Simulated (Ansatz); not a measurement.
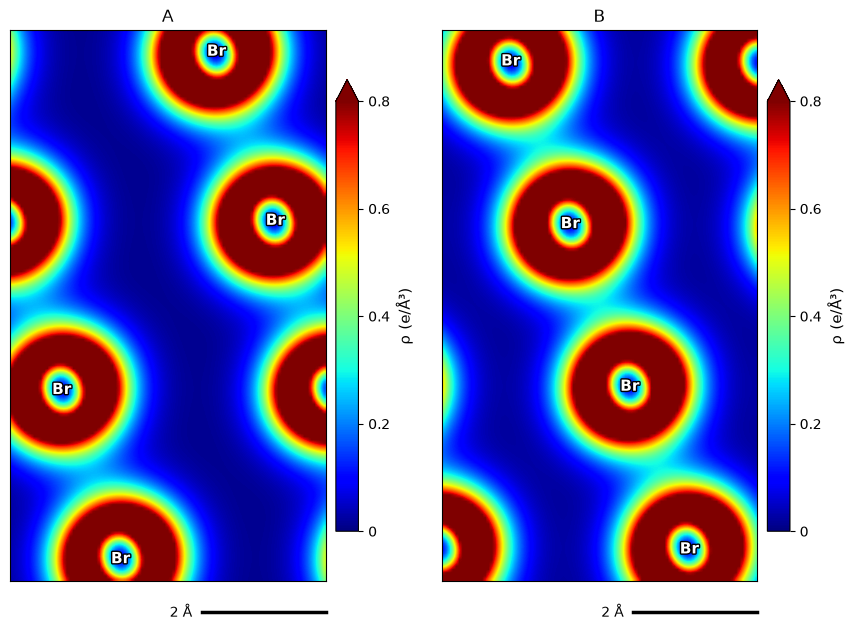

Br. The valence electron density of two cells that differ in size and shape, on the (011̄) plane of each (indices in the axes of the calculation cell), at one length scale and on one colour scale; one has 27.8 and the other 32.5 Å³ an atom.

The calculation used DFT PBE+D3(BJ), scalar-relativistic, plane waves, PAW (Ansatz 0.2.0).

Core electrons are frozen (PAW), and the valence fields are smoothed inside the atomic spheres.

The larger cell:

```cif
data_structure
_symmetry_space_group_name_H-M 'P 1'
_symmetry_Int_Tables_number 1
_cell_length_a 4.3981
_cell_length_b 4.3981
_cell_length_c 4.3981
_cell_angle_alpha 141.629
_cell_angle_beta 141.629
_cell_angle_gamma 55.388
_cell_volume 32.54
loop_
_atom_site_label
_atom_site_type_symbol
_atom_site_fract_x
_atom_site_fract_y
_atom_site_fract_z
_atom_site_occupancy
Br1 Br 0.00000 0.00000 0.00000 1
```

The smaller cell: a = 4.066 Å, b = 4.066 Å, c = 4.066 Å, α = 139.78°, β = 139.78°, γ = 58.18°.

Which panel shows the smaller cell, and what does the compression change?

Panel B is the smaller cell, by 15 % in volume. From the larger cell to the smaller, Br–Br goes from 2.89 to 2.80 Å, and the density at its midpoint from 0.25 to 0.29 e/Å³; the pressure goes from −1.7 to 2.0 GPa.
